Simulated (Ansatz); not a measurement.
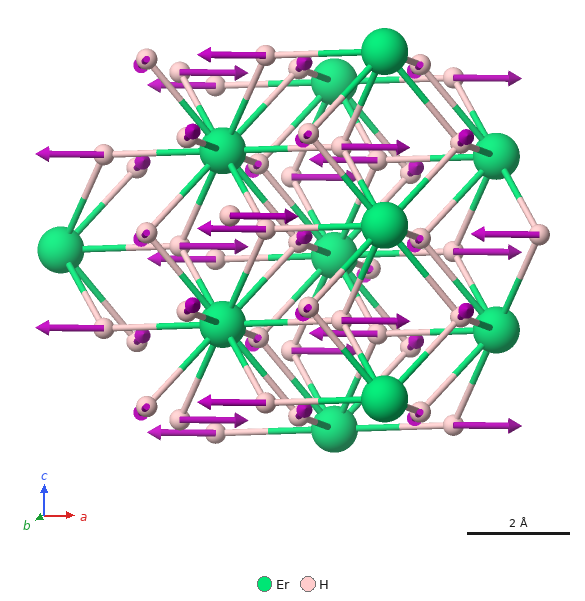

A relaxation of a crystal of ErH4 (a generated structure, set up in I4/m) (coarse preliminary run). The starting structure is drawn; purple arrows show the displacements (the part carried along by the change of the cell is left out), 3 times their true length.

A ball-and-stick model of the atoms within 5.0 Å of the atom that moves most (axes of the conventional cell (2 times the calculation's cell)), seen from a free direction. Lengths and directions refer to the drawn axes.

The calculation used DFT PBE, scalar-relativistic, plane waves, PAW; 4f electrons in the core of a trivalent norm-conserving potential (Ansatz). Settings: plane-wave cutoff 770 eV; k-point mesh 6 × 6 × 6; occupations gaussian; smearing width 0.1 eV; no spin polarisation; cell and atoms relaxed; force threshold 0.04 eV/Å; at most 70 steps.

Which element moves most?

Answer. Hydrogen: up to 0.45 Å, against 0.00 Å for erbium.

Describe the change and its energy.

Answer. Over 7 accepted moves (8 points after the start) the energy falls by 1.187 eV per cell of the calculation. Largest force component: 0.5 eV/Å at the start, 0.0015 eV/Å at the end. The pressure goes from −13.41 to −0.15 GPa. The SCF was repeated once at an unchanged geometry on a basis and grid sized afresh for the cell, which shifted the energy by 0.2 meV per cell of the calculation at most. The largest moves relative to the cell, 0.45 Å, are those of H atoms. Er stays in place. The drawn cell changes as follows: a = b 5.477 → 4.403 Å (−19.6 %), c 3.442 → 3.664 Å (+6.5 %); the volume changes by −31.2 %. Some distances before and after: Er–H 3.482 → 2.390 Å, Er–Er 3.442 → 3.664 Å, Er–H 2.433 → 2.229 Å, Er–H 2.445 → 2.392 Å. New bonds form, among them: Er–H (3.48 → 2.39 Å). Among the angles between lasting bonds that change: Er–H–Er 90.0° → 110.5°, Er–H–Er 120.6° → 102.8°. The space group (tolerance 0.01 Å) goes from I4/m (No. 87) to I4/mmm (No. 139). Cost: 29 s on 1 thread of Arm Neoverse V2, with other jobs on the host, peak memory 0.35 GiB.
